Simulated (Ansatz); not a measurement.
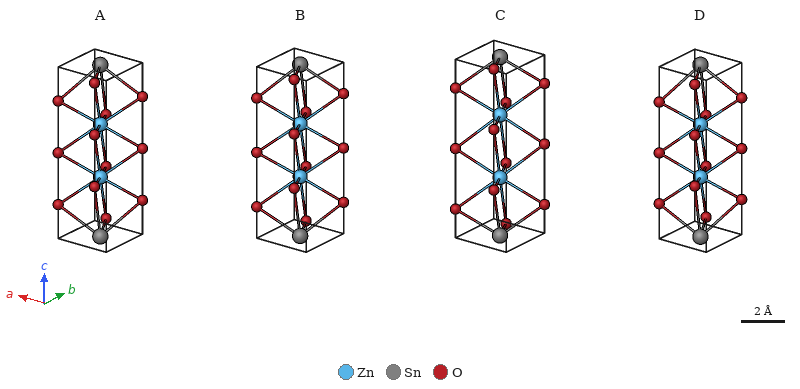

4 geometries from one relaxation of solid Zn$_{2}$SnO$_{3}$ (a generated structure, set up in P4/mmm) (coarse preliminary run), in shuffled order. The picture is a ball-and-stick view of the cell of the calculation, seen from a free direction.

Method: DFT PBE, scalar-relativistic, plane waves, PAW (Ansatz 0.2.0). Set-up: plane-wave cutoff 420 eV; k-point mesh 6 × 6 × 2; occupations gaussian; smearing width 0.1 eV; no spin polarisation; cell and atoms relaxed; force threshold 0.04 eV/Å; at most 70 steps.

> Put them in the order of the run, from the start to the converged end.

C, B, D, A. They are steps 0, 1, 2, 7, at +198 meV per atom, +32.0 meV per atom, +10.9 meV per atom relative to the last. The largest moves relative to the cell, 0.32 Å, are those of O atoms. Largest moves by element: O 0.32 Å, Zn 0.18 Å. Sn stays in place. The volume changes by −14.0 %, with a = b 2.988 → 2.826 Å (−5.4 %), c 9.046 → 8.698 Å (−3.8 %). Near-neighbour distances that change, for instance: O–Zn 2.641 → 2.406 Å, O–Zn 2.581 → 2.378 Å, Sn–Sn 2.988 → 2.826 Å, O–Sn 2.566 → 2.637 Å. The space group stays P4/mmm (No. 123). The energy falls by 198 meV per atom in 5 accepted moves (7 points after the start). Largest force component: 1.3 eV/Å at the start, 0.014 eV/Å at the end. Pressure: −9.60 GPa at the start and 0.03 GPa at the end. The SCF was repeated twice at an unchanged geometry on a basis and grid sized afresh for the cell, which shifted the energy by 3.3 meV per atom at most.
